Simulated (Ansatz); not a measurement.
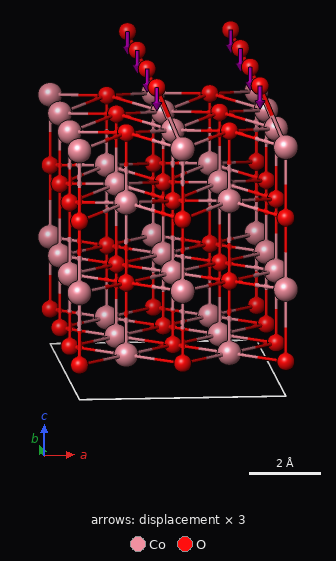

This is a constrained relaxation of a slab of composition Co₄O₅ (cut from the Fm-3m phase). The starting structure is drawn; purple arrows show the displacements, magnified 3 times.

Style: ball-and-stick. Shown: the 2 × 3 repeat of the cell, outlined in the plane, without the vacuum, from a free direction.

Case: O over the place (1/4, 2/4) of the surface cell, its height relaxed. The slab is the (1 0 0) face of CoO with O on it. 8 atoms are held fixed.

Level of theory: DFT PBEsol, scalar-relativistic, plane waves, PAW in Ansatz 0.2.0.

The input:
```yaml
crystal:
  lattice:
    - [2.9464519461, 0.0, 0.0]
    - [0.0, 2.9464519461, 0.0]
    - [0.0, 0.0, 25.2503684546]
  atoms:
    - { symbol: Co, position: [0.5, 0.5, 0.3366287512], spin: 2.56 }
    - { symbol: O, position: [0.0, 0.0, 0.3366287512], spin: 0.32 }
    - { symbol: Co, position: [0.0, 0.0, 0.4191406621], spin: 2.74 }
    - { symbol: O, position: [0.5, 0.5, 0.4191406621], spin: 0.4 }
    - { symbol: Co, position: [0.5, 0.5, 0.5109491782], spin: 2.67 }
    - { symbol: O, position: [0.0, 0.0, 0.5013158959], spin: 0.41 }
    - { symbol: Co, position: [0.0, 0.0, 0.5819236396], spin: 2.6 }
    - { symbol: O, position: [0.5, 0.5, 0.590972261], spin: 0.36 }
    - { symbol: O, position: [0.75, 1.0, 0.6527535377], spin: 2.0 }
basis:
  ecutwfc: 420
kpoints:
  mp_grid: { grid: [10, 10, 1] }
hamiltonian:
  xc: pbesol
scf:
  occupations: { method: gaussian, width: 0.1 }
output:
  forces: true
  eigenvalues: true
  populations: true
magnetization:
  spin_polarized: true
relax:
  adjacent_minimum: "off"
  f_tol: 0.02
  max_steps: 25
  constraints: [{ sites: [0, 1, 2, 3, 4, 5, 6, 7] }, { site: 8, fix: xy }]
efield:
  axis: 3
  dipole_correction: true
  ramp_width: 0.04
```

Run as
```bash
ansatz run input.yaml --threads 4 --pin off --max-ram 10240MiB --backend cpu --events-out ev --progress --plain --runs-dir out
```

> What did the optimiser do to the structure, and how much energy did it gain?

The largest move is that of O9, 0.23 Å along the normal (−c). Co stays in place. The cell doesn't change. Near-neighbour distances that change, for instance: Co7–O9 1.934 → 1.720 Å. Bond angles that change, for instance: O6–Co7–O9 157.6° → 154.6°, O8–Co7–O9 99.6° → 101.7°. The energy falls by 0.271 eV per cell of the calculation in 3 accepted moves (4 points after the start). The largest force component goes from 1.7 to 0.02 eV/Å. 1 step only repeated the SCF at the same geometry. The run may lie on a higher electronic state than the lowest, so the end point isn't shown to be the ground-state structure.

Limits of the set-up: the periodic images lie only 2.9 Å apart, so the values are limited by the cell's size.
